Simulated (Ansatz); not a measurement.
# How strongly the parts of graphene/h-GaN/graphene sandwich (62 atoms) bind: runs compared

Aim: the interaction energy between the two parts of graphene/h-GaN/graphene sandwich (62 atoms) and its distance dependence.

Computed with Ansatz 0.2.0: Kohn-Sham DFT, LDA, PAW (set soft_2), plane waves.

## Step 1: The cell as built

The cell holds 62 atoms: 48 C, 7 Ga and 7 N. Cell: a = 8.507 Å, b = 8.507 Å, c = 22.960 Å, α = 90.0°, β = 90.0°, γ = 120.0°. It derives from C and GaN. 12 cells of graphene (a = 2.46 Å, strained -0.17 %) and 7 cells of h-GaN (a = 3.21 Å, +0.17 %) on one hexagonal cell, twist 49.11 deg; facing planes 3.5, 3.46 Å apart; 16 Å of vacuum; displaced by a Gaussian of 0.01 Å. Regions: layer 1, 24 atoms (24 C); layer 2, 14 atoms (7 Ga and 7 N); layer 3, 24 atoms (24 C). Vacuum lies along c.

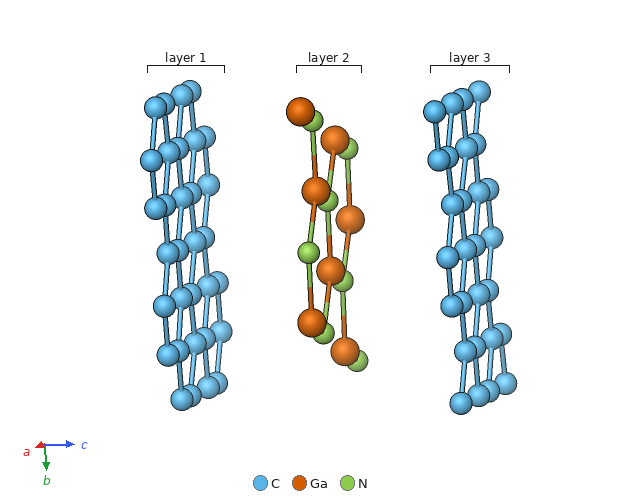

The cell as built. Some periodic images of atoms are drawn too.

## Step 2: The reference run

The reference is a single point at the end of the relaxation.

The parts (lower: layer 1 and layer 2 and upper: layer 3) keep their atoms where they stand in it, and shifted cells move the upper part rigidly.

Its input, with most atom lines left out:

```yaml
crystal:
  lattice:
    - [8.5073, 0.0, 0.0]
    - [-4.25365, 7.36754, 0.0]
    - [0.0, 0.0, 22.96]
  atoms:
    - { symbol: C, position: [0.16707, 0.66668, 0.35183] }
    - { symbol: C, position: [0.1671, 0.49993, 0.35158] }
    - { symbol: C, position: [0.33385, 7.0e-05, 0.35137] }
    - { symbol: C, position: [0.3339, 0.83349, 0.35199] }
    - { symbol: C, position: [0.16715, 0.16676, 0.35073] }
    - { symbol: C, position: [0.16718, 3.0e-05, 0.35098] }
    - { symbol: C, position: [0.33392, 0.49995, 0.35137] }
    [... atom lines 8 to 62 left out ...]
kpoints:
  mp_grid: { grid: [3, 3, 1] }
hamiltonian:
  xc: lda
scf:
  occupations: { method: gaussian, width: 0.05 }
output:
  forces: true
  populations: true
  dos:
    method: { smearing: { sigma: 0.15 } }
    de: 0.1
    projected:
      site_lists:
        C: [C]
        Ga: [Ga]
        "N": ["N"]
        layer_1: [0, 1, 2, 3, 4, 5, 6, 7, 8, 9, 10, 11, 12, 13, 14, 15, 16, 17, 18, 19, 20, 21, 22, 23]
        layer_2: [24, 25, 26, 27, 28, 29, 30, 31, 32, 33, 34, 35, 36, 37]
        layer_3: [38, 39, 40, 41, 42, 43, 44, 45, 46, 47, 48, 49, 50, 51, 52, 53, 54, 55, 56, 57, 58, 59, 60, 61]
  eigenvalues: true
  write_density: true
  write_potential: true
  volumetric_format: npy
```

- free energy per atom: -648.8734 eV/atom
- r.m.s. force component: 0.00765 eV/Å

No gap is quoted, since levels at the Fermi energy are partly filled.

## Step 3: The runs

Each row is one run, on 4 threads of Arm Neoverse V1, shared host. The free energy is the program's total, comparable only between runs with the same functional, potentials and atoms, or as a whole against its parts.

```
                                 run  atoms    outcome  ionic steps, all passes  free energy (eV)     time  host memory (GiB)
           Single point at the start     62  converged                        -        -40229.845     65 s                5.3
                          Relaxation     62  converged                        4        -40230.148  3.2 min                5.3
Single point at the relaxed geometry     62  converged                        -        -40230.148  2.1 min                5.7
                The lower part alone     38  converged                        -        -34398.753     71 s                4.0
                The upper part alone     24  converged                        -         -5830.837     25 s                2.1
          Upper part moved by +0.3 Å     62  converged                        -        -40230.071     77 s                5.4
          Upper part moved by -0.3 Å     62  converged                        -        -40229.975     86 s                5.3
          Upper part moved by +0.8 Å     62  converged                        -        -40229.857     77 s                5.4
          Upper part moved by +1.6 Å     62  converged                        -        -40229.664     97 s                5.4
            Upper part moved by +3 Å     62  converged                        -        -40229.598  1.8 min                5.4
           Whole cell, revPBE+D3(BJ)     62  converged                        -        -41312.897     64 s                5.5
           Lower part, revPBE+D3(BJ)     38  converged                        -        -35260.889     43 s                3.9
           Upper part, revPBE+D3(BJ)     24  converged                        -         -6050.208     14 s                2.1
```

In some runs the program notes that the exchange-correlation potential is rough where the density is thin.

## Step 4: Interaction energy

Whole cell less its two parts, each frozen at the geometry of the whole and solved in the same cell with the same functional, so that energy zeros cancel. The upper part is 'layer 3' and the lower part 'layer 1 and layer 2'. The nearest atoms of the two parts stand 3.41 Å apart. The face is 62.68 Å².

```
   functional  interaction energy (eV)  of it, the added dispersion term (eV)  per area (meV/Å²)  per area (J/m²)  per atom of the upper part (meV)
          LDA                   -0.558                                      -               -8.9            -0.14                             -23.3
revPBE+D3(BJ)                   -1.799                                 -2.569              -28.7            -0.46                             -75.0
```

## Step 5: Energy against separation

The upper part is moved rigidly along the normal from its place in the reference.

```
shift (Å)  energy change (eV)  per area (meV/Å²)  share of the binding lost (%)
     -0.3               0.173               2.76                              -
     +0.0               0.000               0.00                              -
     +0.3               0.077               1.23                             14
     +0.8               0.291               4.64                             52
     +1.6               0.484               7.71                             87
     +3.0               0.550               8.78                             99
```

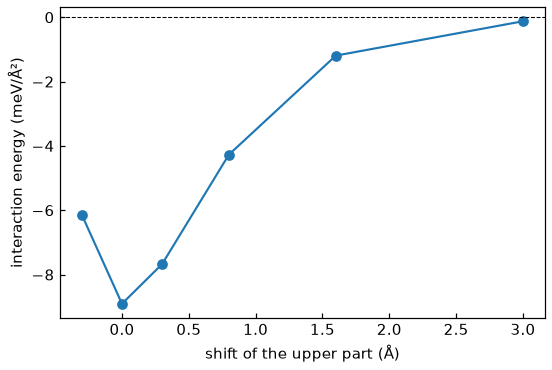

Interaction energy against the shift of the upper part; zero is the parts apart.

## Step 6: Levels of whole and parts

```
      cell  level spacing (eV)  vacuum level at the upper face, over the highest filled level, or over E_F where no gap is given (eV)  moment (μB)
     whole                   -                                                                                                   4.56      no spin
lower part                   -                                                                                                      -      no spin
upper part                   -                                                                                                   4.52      no spin
```

A dash marks a cell without a clear gap, or without a flat potential in the vacuum.

## Step 7: Outcome

The parts bind with 8.9 meV/Å² (0.558 eV for the cell) at the level LDA. LDA holds no long-range dispersion, so what binding it gives comes from the overlap of the layers' densities and dies out faster with distance than real dispersion. At this one geometry the functionals range from -28.7 (revPBE+D3(BJ)) to -8.9 meV/Å² (LDA). The curvature over ±0.3 Å is 0.71×10²⁰ N/m³, and the energy rises faster on the near side. At +3.0 Å, 99 % of the binding is lost.

Caveats: The parts are frozen, so the energy of their deformation isn't counted. No correction is made for dipoles across the vacuum, and the parts also feel their periodic images through it. The reference functional has no dispersion term, which matters for the binding between molecules or layers, where LDA binds through overlap of densities alone.

The DFT runs together took 17 min of wall time.

[Logs are printed without paths, hosts, clocks, repeated set-up lines and the standing remarks that a program may print on its own settings, such as how far it seeks lower states.]

[Hosts, paths, dates, database ids (printed as entryN), source tags and the programs' standing remarks are cut or masked in the printed files.]
